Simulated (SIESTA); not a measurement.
**As: 7 runs along one coordinate**

System: As (Cmce, 4 atoms in the cell).
Method: Kohn-Sham DFT of a periodic cell, LDA, PseudoDojo 0.4 standard, converted to PSML, no spin polarisation (SIESTA 5.4.2).

The 7 runs differ only in the geometry, by an even scaling of the cell at fixed fractional positions. The structure derives from an entry of the Crystallography Open Database.

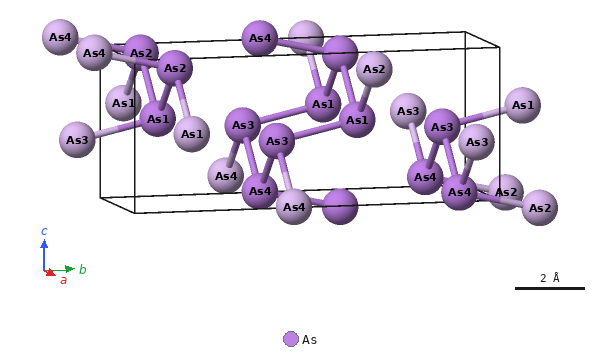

Figure 1. The structure of run 4 (ball-and-stick view of the cell 2 times as large as that of the calculation, set on its symmetry axes, seen slightly off an axis; neighbours outside the cell are drawn fainter; atoms are numbered from 1 in the order of the input). An atom can appear more than once, as a periodic image.

**Input of run 4**
```
SystemName                      Arsenolamprite
SystemLabel                     As
NumberOfSpecies                 1
NumberOfAtoms                   4
%block ChemicalSpeciesLabel
  1  33 As
%endblock ChemicalSpeciesLabel

LatticeConstant                 1.0 Ang
%block LatticeVectors
     1.8250000000    -5.5000000000     0.0000000000
     1.8250000000     5.5000000000     0.0000000000
     0.0000000000     0.0000000000     4.4700000000
%endblock LatticeVectors
AtomicCoordinatesFormat         Fractional
%block AtomicCoordinatesAndAtomicSpecies
     0.3900000000     0.6100000000     0.5600000000  1  As
     0.8900000000     0.1100000000     0.9400000000  1  As
     0.6100000000     0.3900000000     0.4400000000  1  As
     0.1100000000     0.8900000000     0.0600000000  1  As
%endblock AtomicCoordinatesAndAtomicSpecies

%block kgrid.MonkhorstPack
    8   0   0  0.0
    0   8   0  0.0
    0   0   6  0.0
%endblock kgrid.MonkhorstPack
XC.Functional                   LDA
XC.Authors                      PW92
PAO.BasisSize                   DZP
PAO.EnergyShift                 0.003 Ry
Mesh.Cutoff                     500 Ry
OccupationFunction              FD
ElectronicTemperature           0.05 eV
MaxSCFIterations                120
SCF.MustConverge                false
SCF.Mixer.Method                Pulay
SCF.Mixer.Weight                0.25
SCF.Mixer.History               8
SCF.DM.Tolerance                5.0e-05
SCF.H.Tolerance                 1.0e-03 eV
WriteForces                     true
Charge.Mulliken                 end
BandLinesScale                  ReciprocalLatticeVectors
%block BandLines
    1    0.000000   0.000000   0.000000  \Gamma
   10    0.277526   0.277526   0.000000  X
    3    0.000000   0.500000   0.000000  S
    7    0.000000   0.500000   0.500000  R
    3    0.277526   0.277526   0.500000  A
   10    0.000000   0.000000   0.500000  Z
    7    0.000000   0.000000   0.000000  \Gamma
    6   -0.500000   0.500000   0.000000  Y
    8   -0.277526   0.722474   0.000000  X1
    7   -0.277526   0.722474   0.500000  A1
    8   -0.500000   0.500000   0.500000  T
    7   -0.500000   0.500000   0.000000  Y
    1    0.000000   0.000000   0.500000  Z
    6   -0.500000   0.500000   0.500000  T
%endblock BandLines
%block PAO.Basis
  As 4
  n=4 0 2
    5.501 0.000
  n=4 1 2
    7.297 0.000
  n=3 2 2
    2.890 0.000
  n=4 2 1
    7.297
%endblock PAO.Basis
```

Command:
```bash
siesta < As.fdf > As.out 2>&1
```

Run 5 has the same physical settings and fractional positions; its lattice vectors (Å) are:
```
   1.837086   -5.536425    0.000000
   1.837086    5.536425    0.000000
   0.000000    0.000000    4.499604
```

**Results, with one run withheld**

| run | volume per atom (Å³) | free energy per atom, from the lowest run given (meV) | pressure (GPa) | gap on the mesh (eV) |
| --- | --- | --- | --- | --- |
| 1 | 21.088 | 25.08 | 5.61 | 0.00 |
| 2 | 21.536 | 12.01 | 3.77 | 0.00 |
| 3 | 21.985 | 3.83 | 2.12 | 0.00 |
| 4 | 22.434 | 0.00 | 0.65 | 0.00 |
| 5 | 22.882 | ? | ? | ? |
| 6 | 23.331 | 3.68 | −1.87 | 0.04 |
| 7 | 23.780 | 10.46 | −2.95 | 0.07 |

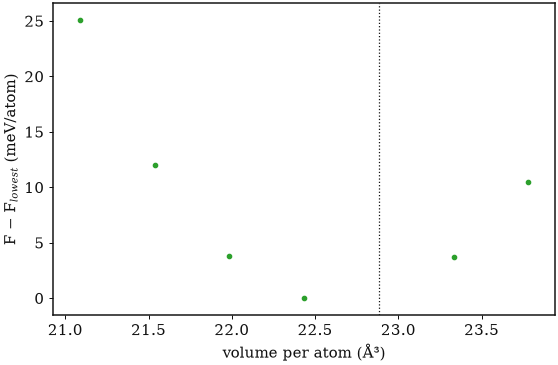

Figure 2. Free energy per atom of the runs given; the dotted line marks run 5.

Fit the runs given and predict run 5.

A cubic polynomial in V^(−2/3) (the Birch–Murnaghan form), fitted to the 6 runs given, misses them by at most 0.01 meV per atom. With x = V^(−2/3) − 0.12612 Å⁻², it reads F = 0.53563 + 1623.2 x + 6.8732e+05 x² + 1.3093e+06 x³ (meV per atom). At run 5 it gives 0.08 meV per atom, and the run itself gives 0.08. The slope of the fit gives a pressure −dF/dV of −0.68 GPa there, and the run prints −0.68 GPa. The fit has its minimum at 22.645 Å³ per atom, where V d²F/dV² gives 67 GPa. Cell shape and fractional positions are held, so this is the stiffness under even scaling; the relaxed bulk modulus wasn't computed. The gap on the mesh lies between 0.00 eV (run 1) and 0.07 eV (run 7); run 5 has 0.00 eV. These are gaps of this functional on this mesh, which can miss the band edges; they aren't the measured gap.

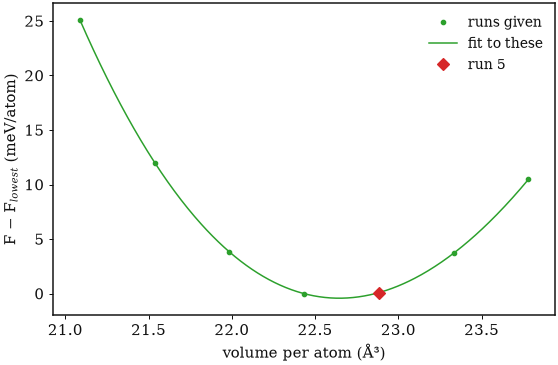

Figure 3. The fit and the withheld run.

**Some lines of the output (run 5)**
```
[...]
outcell: Cell volume (Ang**3)        :     91.5300
stepf: Fermi-Dirac step function
siesta: Etot    =    -11532.232360
siesta: FreeEng =    -11532.234741
        iscf     Eharris(eV)        E_KS(eV)     FreeEng(eV)     dDmax    Ef(eV) dHmax(eV)
siesta: E_KS(eV) =           -11532.3975
siesta: E_KS - E_eggbox =    -11532.3975
siesta: Etot    =    -11532.397507
siesta: FreeEng =    -11532.400521
siesta:         Fermi =      -4.540863
siesta: Cell volume =         91.529955 Ang**3
    Orbital volume contribution        =           3.516106 eV
```

Notes: Points of doubt noted for this run: mulliken charges of long orbitals. With a small basis of atomic orbitals these values can differ much from converged plane-wave results.
